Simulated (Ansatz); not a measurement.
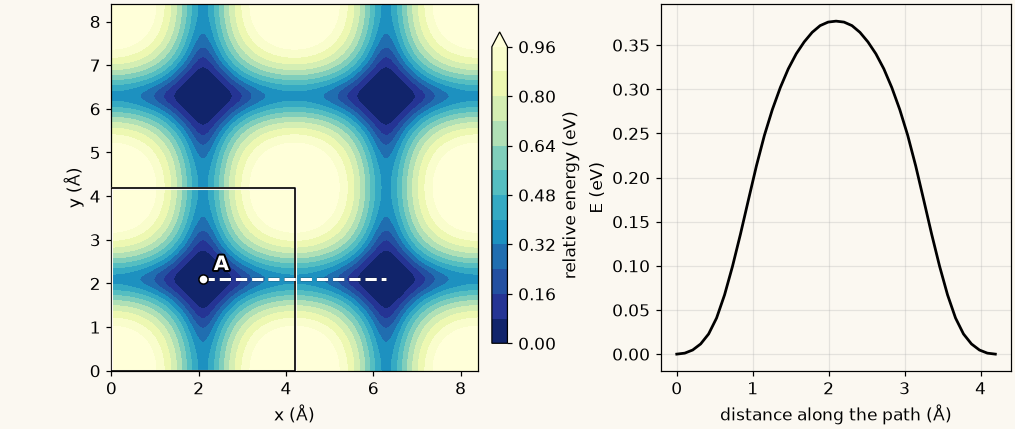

Cl on a Na(100) slab cut from the Im-3m phase, its upper half relaxed before the scan (12 atoms of substrate and one adsorbate in a 2 × 2 cell). Cl is moved over the surface cell; relaxed at each place: the height of the adsorbate's atoms; substrate rigid; the origin of the map has the adsorbate above Na9. Places are given modulo a cell vector. The map is drawn in real space over the plane of the surface. The scan uses a 10 × 10 grid; 21 points were computed and 79 follow by symmetry. Places are given in fractions of the 1 × 1 surface cell. Energies: eV, counted from the lowest grid point. The runs have no spin polarisation; a magnetic state may lie lower. Level of theory: Ansatz, DFT PBE, scalar-relativistic, plane waves, PAW. Settings: cutoff 420 eV, k-mesh 3×3×1, gaussian smearing 0.1 eV, no spin polarisation.

In the figure: filled contours, a line along the lowest path, the outline of one cell of the 2 × 2 shown, one colour for all values above the top of the scale, the energy along the path at the right, the start A. Between grid points the surface is interpolated.

Q: Describe the path and its barrier.

A: The easiest path leads from the well at a fourfold hollow over a second-layer Na atom, (5/10, 5/10) of the cell vectors to its copy one period on. Its highest point lies about 0.38 eV above the bottom of the first well on the interpolated surface, at a bridge site between two Na atoms, (0/10, 5/10) of the cell vectors. This is the barrier on the constrained surface; relaxing the other coordinates would change it.
